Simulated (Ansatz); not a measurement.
**Starting-point dependence of the GW gap of SnWO4 (Pnna)**

Aim: G0W0 for SnWO4 (Pnna) on several starting functionals, at one mesh, band count and screening cutoff.

Main program and level: Ansatz 0.2.0; G0W0 on several functionals, plane waves, PAW.

In doubt: masses and optical values from hybrid runs of this build are listed as unsure (step 4), which bears on the screening that GW takes from such a start.

## Step 1: Set-up

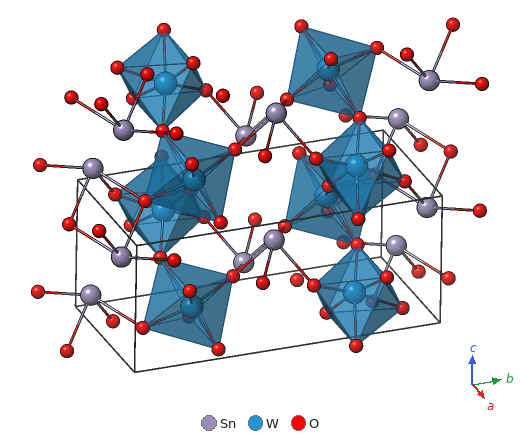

Start, viewed slightly off an axis; tin purple, tungsten blue, oxygen red. 1×1×2 cells are drawn. Bonds to atoms that aren't drawn are left out. Some periodic images of atoms are drawn too.

The cell and positions come from the Crystallography Open Database and are kept as given unless a step says otherwise. Spin-orbit coupling is left out unless a step names it. The default PAW set here is soft_2. Its files were made with PBE.

## Step 2: G0W0 on LDA

G0W0 replaces the xc potential by the self-energy, built once from these orbitals. Only a window of levels is corrected, while the sums run over the empty bands that the input names.

This step: G0W0 on LDA, plane waves, PAW.

File input.yaml:

```yaml
crystal:
  lattice:
    - [5.627, 0.0, 0.0]
    - [0.0, 11.6486, 0.0]
    - [0.0, 0.0, 4.9973]
  atoms:
    - { symbol: Sn, position: [0.25, 0.0, 0.2196] }
    - { symbol: Sn, position: [0.25, 0.5, 0.2804] }
    - { symbol: Sn, position: [0.75, 0.0, 0.7804] }
    - { symbol: Sn, position: [0.75, 0.5, 0.7196] }
    - { symbol: W, position: [0.6677, 0.25, 0.25] }
    - { symbol: W, position: [0.8323, 0.75, 0.25] }
    - { symbol: W, position: [0.3323, 0.75, 0.75] }
    - { symbol: W, position: [0.1677, 0.25, 0.75] }
    - { symbol: O, position: [0.3765, 0.2987, 0.9988] }
    - { symbol: O, position: [0.1235, 0.7013, 0.9988] }
    - { symbol: O, position: [0.3765, 0.2013, 0.5012] }
    - { symbol: O, position: [0.1235, 0.7987, 0.5012] }
    - { symbol: O, position: [0.6235, 0.7013, 0.0012] }
    - { symbol: O, position: [0.8765, 0.2987, 0.0012] }
    - { symbol: O, position: [0.6235, 0.7987, 0.4988] }
    - { symbol: O, position: [0.8765, 0.2013, 0.4988] }
    - { symbol: O, position: [0.1019, 0.3961, 0.6037] }
    - { symbol: O, position: [0.3981, 0.6039, 0.6037] }
    - { symbol: O, position: [0.1019, 0.1039, 0.8963] }
    - { symbol: O, position: [0.3981, 0.8961, 0.8963] }
    - { symbol: O, position: [0.8981, 0.6039, 0.3963] }
    - { symbol: O, position: [0.6019, 0.3961, 0.3963] }
    - { symbol: O, position: [0.8981, 0.8961, 0.1037] }
    - { symbol: O, position: [0.6019, 0.1039, 0.1037] }
kpoints:
  mp_grid: { grid: [2, 2, 4] }
hamiltonian:
  xc: lda
scf:
  occupations: { method: fixed }
gw:
  n_empty_bands: 454
  ecut_chi: 72
  qp_bands: [v4, c4]
  qp_kpoints: band_edges
  screening: { model: contour_deformation }
```

On the command line:

```console
> ansatz run input.yaml --threads 24 --pin off --max-ram 82944MiB --backend cuda --events-out ev --progress --plain --runs-dir out --devices 1 --max-vram 78GiB
```

Numbers of over 12 decimals in the logs are rounded to 6 here.

Output:

```text
GPUs: using 1 of 1 available (devices: 1).
Engine: ansatz 0.2.0, aarch64-unknown-linux-gnu
Pseudopotentials: kind: paw
Pseudopotential: Sn, paw, valence charge 14, recommended cutoff 420 eV (normal), Sn.paw.azcp
Pseudopotential: W, paw, valence charge 14, recommended cutoff 420 eV (normal), W.paw.azcp
Pseudopotential: O, paw, valence charge 6, recommended cutoff 420 eV (normal), O.paw.azcp
Functional definition: SPW92
  exchange = slater_x
  correlation = pw_c
[...]
Crystal: 24 atoms, lattice volume = 327.556 Å³
Basis set: ecut = 420 eV, 6429 PW (Γ)
Bands: 128, of which v1, the nominal top of the filled ones, is band 104 counted from 1 (103 counted from 0)
Symmetry: 8 space group operations
Space group: Pnna (ITA 52), of the structure as read, at distance tolerance 6.9e-5 Å
k-points: 12 of 16
Non-local potential: Sn, projectors of the file, l = 0: 2, l = 1: 2, l = 2: 2, l = 3: 2
Non-local potential: W, projectors of the file, l = 0: 3, l = 1: 2, l = 2: 2, l = 3: 1
Non-local potential: O, projectors of the file, l = 0: 2, l = 1: 2, l = 2: 1
PAW form: soft (Blöchl's): semilocal exchange-correlation on the pseudo side does not see the compensation charge
PAW frozen core: Sn, regenerated for the run's functional, and the local potential with it (the file was generated under x = pbe(κ = 0.804, μ = 0.219515), c = pbe(β = 0.066725))
PAW frozen core: W, regenerated for the run's functional, and the local potential with it (the file was generated under x = pbe(κ = 0.804, μ = 0.219515), c = pbe(β = 0.066725))
PAW frozen core: O, regenerated for the run's functional, and the local potential with it (the file was generated under x = pbe(κ = 0.804, μ = 0.219515), c = pbe(β = 0.066725))
PAW one-centre angular grid: Sn, 590 points (default); XC on 64 Gauss nodes
PAW one-centre angular grid: W, 590 points (default); XC on 64 Gauss nodes
PAW one-centre angular grid: O, 110 points (default); XC on 64 Gauss nodes
Initial density: superposition of atomic densities (neutral atoms: chi_scale 0, normalization atom), corrected by the library's trained network
Initial wavefunctions: pseudopotential atomic-orbital guess
[...]
Functional: x = slater, c = lda
SCF iter   1: F=—  HF=-72927.588944 eV  |F-HF|=—  |Δ(HF+E_count)|=         —  Δρ=1.85e-2  dr2=1.04e0  ethr=1.77e-3  ⟨swp⟩=5.0  Hψ=4858  notcnv=0  defer=258
preconditioner: auto → Resta (q_TF=auto, 2.529 Å⁻¹)  ε∞=4.7  [insulator: Δε(μ)=1.284 eV  Ē_g=14.118 eV  n_scr=84 (ndim 8)  ℏωp=27.2 eV  f_vac=0.038  ε∞_Penn≈4.7]
SCF iter   2: F=—  HF=-72927.387494 eV  |F-HF|=—  |Δ(HF+E_count)|=   2.01e-1  Δρ=7.45e-3  dr2=1.70e-1  ethr=5.00e-4  ⟨swp⟩=2.0  Hψ=2411  notcnv=0  defer=256
SCF iter   3: F=—  HF=-72927.355021 eV  |F-HF|=—  |Δ(HF+E_count)|=   3.25e-2  Δρ=2.63e-3  dr2=1.69e-2  ethr=8.17e-5  ⟨swp⟩=2.0  Hψ=1950  notcnv=0  defer=262
SCF iter   4: F=—  HF=-72927.350185 eV  |F-HF|=—  |Δ(HF+E_count)|=   4.84e-3  Δρ=4.48e-4  dr2=6.30e-4  ethr=8.12e-6  ⟨swp⟩=2.5  Hψ=2321  notcnv=0  defer=262
SCF iter   5: F=—  HF=-72927.350186 eV  |F-HF|=—  |Δ(HF+E_count)|=   1.41e-6  Δρ=2.68e-4  dr2=2.02e-4  ethr=3.03e-7  ⟨swp⟩=2.0  Hψ=2067  notcnv=0  defer=256
SCF iter   6: F=—  HF=-72927.350155 eV  |F-HF|=—  |Δ(HF+E_count)|=   3.08e-5  Δρ=7.86e-5  dr2=1.98e-5  ethr=9.69e-8  ⟨swp⟩=2.0  Hψ=2096  notcnv=0  defer=236
SCF iter   7: F=—  HF=-72927.350156 eV  |F-HF|=—  |Δ(HF+E_count)|=   4.84e-7  Δρ=1.81e-5  dr2=1.15e-6  ethr=9.53e-9  ⟨swp⟩=2.0  Hψ=2147  notcnv=0  defer=236
SCF iter   8: F=-72927.350156 eV  HF=-72927.350156 eV  |F-HF|=2.59e-9  |Δ(HF+E_count)|=   9.02e-8  Δρ=4.79e-6  dr2=9.29e-8  ethr=4.81e-11  ⟨swp⟩=8.9  Hψ=6749  notcnv=0
SCF 1 converged in 8 iterations: F = -72927.350156 eV  dr2 = 9.29e-8
  greatest PAW one-centre occupation: 1.000 electrons in one spin orbital (limit 2), on the W atom at site 6 (counted from 0), in its partial waves of l = 0
[...]
NSCF: frozen V_eff on 12 k-points
[...]
SCF converged after 8 iterations
[...]
3   108     10.8290   -15.9868    -3.7891   -21.0018  0.7561    12.0954    12.0549  root
     4   101      7.8118   -21.9858     3.0101   -19.0162  0.7437     7.8523     7.8524  root
     4   102      7.8118   -21.9858     3.0101   -19.0162  0.7437     7.8523     7.8524  root
     4   103      8.6521   -20.7963     2.1432   -18.7908  0.7578     8.7895     8.7898  root
     4   104      8.6521   -20.7963     2.1432   -18.7908  0.7578     8.7895     8.7898  root
     4   105     10.2209   -15.5728    -4.0903   -20.9212  0.7613    11.5228    11.4790  root
     4   106     10.2209   -15.5728    -4.0903   -20.9212  0.7613    11.5228    11.4790  root
     4   107     10.9231   -15.5920    -3.9585   -20.7680  0.7561    12.1841    12.1406  root
     4   108     10.9231   -15.5920    -3.9585   -20.7680  0.7561    12.1841    12.1406  root
     5   101      8.2044   -20.5786     2.4212   -18.2350  0.7500     8.2819     8.2820  root
     5   102      8.2044   -20.5786     2.4212   -18.2350  0.7500     8.2819     8.2820  root
     5   103      8.2096   -20.9342     2.1216   -18.8915  0.7596     8.2885     8.2886  root
     5   104      8.2096   -20.9342     2.1216   -18.8915  0.7596     8.2885     8.2886  root
     5   105     10.8260   -15.0339    -4.2667   -20.5325  0.7569    12.1043    12.0579  root
     5   106     10.8260   -15.0339    -4.2667   -20.5325  0.7569    12.1043    12.0579  root
     5   107     10.9335   -15.9746    -4.2733   -21.5122  0.7515    12.2508    12.1979  root
     5   108     10.9335   -15.9746    -4.2733   -21.5122  0.7515    12.2508    12.1979  root
     6   101      8.0617   -21.4717     2.6363   -18.9083  0.7497     8.1345     8.1346  root
     6   102      8.0617   -21.4717     2.6363   -18.9083  0.7497     8.1345     8.1346  root
     6   103      8.1249   -20.7706     2.5335   -18.2818  0.7506     8.1695     8.1696  root
     6   104      8.1249   -20.7706     2.5335   -18.2818  0.7506     8.1695     8.1696  root
     6   105     10.8421   -14.6457    -4.1040   -19.9358  0.7624    12.0665    12.0282  root
     6   106     10.8421   -14.6457    -4.1040   -19.9358  0.7624    12.0665    12.0282  root
     6   107     11.0977   -15.5446    -4.3612   -21.1514  0.7495    12.3983    12.3432  root
[...]
11   101      8.1092   -19.7819     2.1512   -17.6703  0.7553     8.1487     8.1487  root
    11   102      8.1092   -19.7819     2.1512   -17.6703  0.7553     8.1487     8.1487  root
    11   103      8.4455   -21.1162     2.3219   -18.9067  0.7548     8.5576     8.5579  root
    11   104      8.4455   -21.1162     2.3219   -18.9067  0.7548     8.5576     8.5579  root
    11   105     10.6035   -15.6743    -3.9527   -20.8635  0.7614    11.8800    11.8401  root
    11   106     10.6035   -15.6743    -3.9527   -20.8635  0.7614    11.8800    11.8401  root
    11   107     10.9240   -16.2565    -3.8858   -21.3956  0.7505    12.2252    12.1772  root
    11   108     10.9240   -16.2565    -3.8858   -21.3956  0.7505    12.2252    12.1772  root
```

Wall time 14 s (1 × NVIDIA GB200 (shared by 2 runs) with 24 threads of Arm Neoverse V2, shared host); peak memory 2.6 GiB; 42 s of CPU time.

Numbers from this step:

| Item | Value |
| --- | --- |
| bands summed | 558 |
| RPA ε∞ on this mesh (eigenvalues) | 6.447, 6.623, 7.909 |
| plane waves in the screening matrix | 461 |
| q-points in the mesh | 16 |
| G0W0 gap on the mesh | 2.479 eV |
| k of the valence top | 0, 0, 0.25 |
| k of the conduction bottom | 0, 0, 0 |
| starting gap on the mesh | 1.353 eV |
| Z at the valence top | 0.7601 |
| Z at the conduction bottom | 0.7614 |
| least direct G0W0 gap on the computed points | 2.539 eV |

The gap on the mesh goes from 1.35 eV to 2.48 eV, a correction of +1.13 eV. Between the two edge states, bare exchange in place of the xc potential would open the gap by 7.20 eV, and correlation takes back 6.08 eV.

## Step 3: G0W0 on r2SCAN

The same correction from a different start measures what one shot leaves open.

This step: G0W0 on r2SCAN, plane waves, PAW.

Changes to input.yaml since step 2:

```diff
@@ -33,3 +33,3 @@
 hamiltonian:
-  xc: lda
+  xc: r2scan
 scf:
```

Output:

```text
GPUs: using 1 of 1 available (devices: 1).
[...]
Crystal: 24 atoms, lattice volume = 327.556 Å³
Basis set: ecut = 500 eV, 8317 PW (Γ), exchange–correlation on 180×360×160 points (64 copies of the dense FFT grid, shifted against one another)
Bands: 128, of which v1, the nominal top of the filled ones, is band 104 counted from 1 (103 counted from 0)
[... 1 set-up line as in the run before ...]
[...]
k-points: 12 of 16
[...]
SCF iter   1: F=—  HF=-74847.688828 eV  |F-HF|=—  |Δ(HF+E_count)|=         —  Δρ=1.15e-2  dr2=5.29e-1  dr2_τ=1.43e0  ethr=1.77e-3  ⟨swp⟩=5.0  Hψ=5063  notcnv=0  defer=257
[...]
SCF iter   9: F=-74847.968243 eV  HF=-74847.968243 eV  |F-HF|=1.57e-9  |Δ(HF+E_count)|=   5.20e-8  Δρ=1.38e-6  dr2=6.42e-9  dr2_τ=7.93e-10  ethr=4.81e-11  ⟨swp⟩=10.4  Hψ=5787  notcnv=0
SCF 1 converged in 9 iterations: F = -74847.968243 eV  dr2 = 6.42e-9
[...]
SCF converged after 9 iterations
[...]
3   108     11.1976   -16.1261    -3.7674   -20.9513  0.7644    12.2810    12.2555  root
     4   101      7.9464   -21.4542     2.8118   -18.5980  0.7563     7.9019     7.9020  root
     4   102      7.9464   -21.4542     2.8118   -18.5980  0.7563     7.9019     7.9020  root
     4   103      8.8886   -20.4285     2.0457   -18.3599  0.7705     8.8657     8.8657  root
     4   104      8.8886   -20.4285     2.0457   -18.3599  0.7705     8.8657     8.8657  root
     4   105     10.6153   -15.6681    -4.0572   -20.7739  0.7694    11.6887    11.6639  root
     4   106     10.6153   -15.6681    -4.0572   -20.7739  0.7694    11.6887    11.6639  root
     4   107     11.3047   -15.8024    -3.9189   -20.7617  0.7637    12.3715    12.3451  root
[...]
11   105     10.9976   -15.8297    -3.9228   -20.7897  0.7689    12.0584    12.0348  root
    11   106     10.9976   -15.8297    -3.9228   -20.7897  0.7689    12.0584    12.0348  root
    11   107     11.2893   -16.3215    -3.8609   -21.2782  0.7598    12.4169    12.3851  root
    11   108     11.2893   -16.3215    -3.8609   -21.2782  0.7598    12.4169    12.3851  root
```

Wall time 22 s (1 × NVIDIA GB200 (shared by 2 runs) with 24 threads); peak memory 4.2 GiB; 73 s of CPU time.

Numbers from this step:

```yaml
bands_summed: 558
rpa_eps_infinity_on_this_mesh_eigenvalues: 5.610, 5.828, 6.845
plane_waves_in_the_screening_matrix: 461
q_points_in_the_mesh: 16
g0w0_gap_on_the_mesh: 2.588 eV
k_of_the_valence_top: 0, 0, 0.25
k_of_the_conduction_bottom: 0, 0, 0
starting_gap_on_the_mesh: 1.507 eV
z_at_the_valence_top: 0.7725
z_at_the_conduction_bottom: 0.7696
least_direct_g0w0_gap_on_the_computed_points: 2.650 eV
```

Against the run with 2×2×4 mesh, 454 empty bands, screening to 72 eV on LDA, the gap moves by +0.11 eV, while the start moved by +0.15 eV.

## Step 4: G0W0 on HSE06

This step: G0W0 on HSE06, plane waves, PAW.

Changes to input.yaml since step 3:

```diff
@@ -33,3 +33,3 @@
 hamiltonian:
-  xc: r2scan
+  xc: hse06
 scf:
```

Output:

```text
GPUs: using 1 of 1 available (devices: 1).
[...]
davidson cushion auto → on  (no smearing: the cushion is to keep the highest requested band from converging to the state above it; pin scf.eigensolver.cushion to override)
[...]
Crystal: 24 atoms, lattice volume = 327.556 Å³
Basis set: ecut = 420 eV, 6429 PW (Γ)
Bands: 128, of which v1, the nominal top of the filled ones, is band 104 counted from 1 (103 counted from 0)
[... 1 set-up line as in the run before ...]
[...]
k-points: 12 of 16
[...]
3   106     10.7475   -15.1302    -3.8625   -19.7861  0.7940    11.5500    11.5409  root *
     3   107     11.5030   -15.6000    -3.6631   -20.0672  0.7903    12.3167    12.3072  root *
     3   108     11.5030   -15.6000    -3.6631   -20.0672  0.7903    12.3167    12.3072  root *
[...]
11   105     11.2976   -15.3019    -3.8049   -19.8853  0.7941    12.0847    12.0760  root
    11   106     11.2976   -15.3019    -3.8049   -19.8853  0.7941    12.0847    12.0760  root
    11   107     11.6156   -15.8256    -3.7344   -20.3933  0.7864    12.4600    12.4488  root
    11   108     11.6156   -15.8256    -3.7344   -20.3933  0.7864    12.4600    12.4488  root
```

The job ended after 63 s (1 × NVIDIA GB200 (shared by 2 runs) with 24 threads; peak memory 4.1 GiB; 3.9 min of CPU time).

Numbers from this step:

* bands summed: 558
* RPA ε∞ on this mesh (eigenvalues): 4.802, 4.994, 5.743
* plane waves in the screening matrix: 461
* G0W0 gap on the mesh: 2.774 eV
* k of the valence top: 0, 0, 0.25
* k of the conduction bottom: 0, 0, 0
* starting gap on the mesh: 2.084 eV
* least direct G0W0 gap on the computed points: 2.840 eV

Against the run with 2×2×4 mesh, 454 empty bands, screening to 72 eV on r2SCAN, the gap moves by +0.19 eV, while the start moved by +0.58 eV.

## Step 5: Side by side

All on the 2×2×4 mesh with 454 empty bands and screening to 72 eV. Times are wall times on 1 × NVIDIA GB200 (shared by 2 runs) with 24 threads of Arm Neoverse V2, shared host, good to a factor of about two.

```tsv
start	starting gap (eV)	shift (eV)	G0W0 gap (eV)	RPA ε∞ (harmonic mean)	Z (valence, conduction)	time
LDA	1.35	+1.13	2.48	6.94	0.76, 0.76	14 s
r2SCAN	1.51	+1.08	2.59	6.05	0.77, 0.77	22 s
HSE06	2.08	+0.69	2.77	5.15	0.80, 0.79	63 s
```

How the two edges are built up, in eV (the quasiparticle level is the starting level plus Σx plus Σc less Vxc):

```tsv
run	edge	start	Σx	Σc	Vxc	Z	QP
LDA	valence top	8.69	-20.63	2.07	-18.69	0.76	8.83
LDA	conduction bottom	10.05	-15.54	-4.00	-20.81	0.76	11.31
r2SCAN	valence top	8.94	-20.27	1.99	-18.26	0.77	8.91
r2SCAN	conduction bottom	10.44	-15.60	-3.99	-20.64	0.77	11.49
HSE06	valence top	8.64	-20.01	1.82	-18.29	0.80	8.74
HSE06	conduction bottom	10.73	-15.08	-3.87	-19.74	0.79	11.52
```

For a hybrid start, Vxc holds its share of exact exchange.

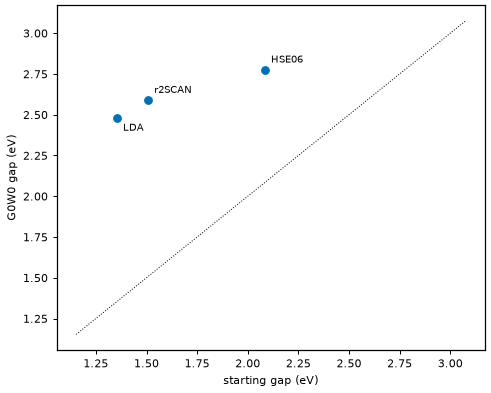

G0W0 gap against starting gap; on the dotted line the correction would vanish.

## Step 6: Summary of results

```
G0W0@LDA     : 2.48 eV (start 1.35 eV)
G0W0@r2SCAN  : 2.59 eV (start 1.51 eV)
G0W0@HSE06   : 2.77 eV (start 2.08 eV)
known limits : not at the basis limit; no spin-orbit coupling; coarse k mesh
```

In words: The starting gaps span 0.73 eV and the G0W0 gaps 0.30 eV. Between LDA and HSE06, 0.30 eV of the 0.73 eV survives, 40 %. HSE06 screens less than LDA (ε∞ 5.15 against 6.94). Of the 0.30 eV by which its G0W0 gap is higher, the correlation part gives +0.39 eV, and exchange with the one-particle terms, which follow the orbitals, −0.10 eV. The smallest correction, +0.69 eV, is on HSE06, the start nearest to reproducing itself. Bands and cutoff are finite, so the gap is not at the basis limit. The miss can reach some tenths of an eV and take either sign; the mesh is an error of its own. The 2×2×4 mesh is coarse for this cell (its supercell is 11 Å along the shortest edge). The RPA ε∞ on it, from the LDA start, is 6.45, 6.62 and 7.91; such meshes misread the long-range screening, most where the gap is narrow. The many-body steps are scalar-relativistic: spin-orbit coupling is not in them.

[Paths, hosts, dates, memory and timing lines, banners, echoed tables and standing remarks are left out of the program output.]

[Logs are printed without paths, hosts, clocks, repeated set-up lines and the standing remarks that a program may print on its own settings, such as how far it seeks lower states.]

[Runs of the session that timed out or met a known fault of the program may be left out.]

[Cells called generated may have been cut or substituted from an entry of the Crystallography Open Database or the Materials Project.]

[Hosts, paths, dates, database ids (printed as entryN), source tags and the programs' standing remarks are cut or masked in the printed files.]
